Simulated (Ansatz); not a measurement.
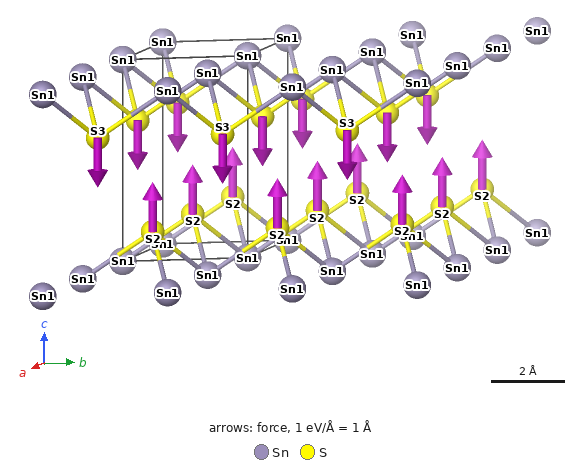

Starting geometry of solid SnS$_{2}$ (a generated structure, set up in P-3m1) with the computed forces as purple arrows. Style: ball-and-stick. Shown: the cell of the calculation, repeated 3 × 3 × 1 with one cell outlined, slightly off an axis.

Case: cell and atoms relaxed from a first guess.

Theory: DFT, PBE, PAW with Ansatz's default frozen-core files, scalar-relativistic (Ansatz). Settings: plane-wave cutoff 420 eV; k-point mesh 12 × 12 × 7; occupations fermi dirac; smearing width 0.05 eV; no spin polarisation; cell and atoms relaxed; force threshold 0.005 eV/Å; at most 80 steps.

Question: Is this structure relaxed? If not, where do the atoms go?

Answer: It isn't relaxed: the largest force vector, on S atoms, is 1.40 eV/Å. Measured relative to the changing cell, the final displacements run against the starting forces (cosine between the two patterns −1.00). The largest moves relative to the cell, 0.25 Å, are those of S2 and S3. S3 goes along +c. Sn stays in place. Cell: a = b 3.534 → 3.702 Å (+4.8 %), c 5.655 → 6.925 Å (+22.5 %). Volume +34.4 %. Near-neighbour distances that change, for instance: Sn1–S2 2.482 → 2.599 Å. The space group stays P-3m1 (No. 164). The energy falls by 145 meV per atom in 11 accepted moves (14 points after the start). Largest force component: 1.4 eV/Å at the start, 0.0024 eV/Å at the end. The pressure goes from 15.02 to 0.00 GPa. The line search rejected the trial step at point 2 of the run. At 2 points the geometry stayed and the basis and grid were re-selected for the new cell (energy shift of 3.2 meV per atom at most each time).
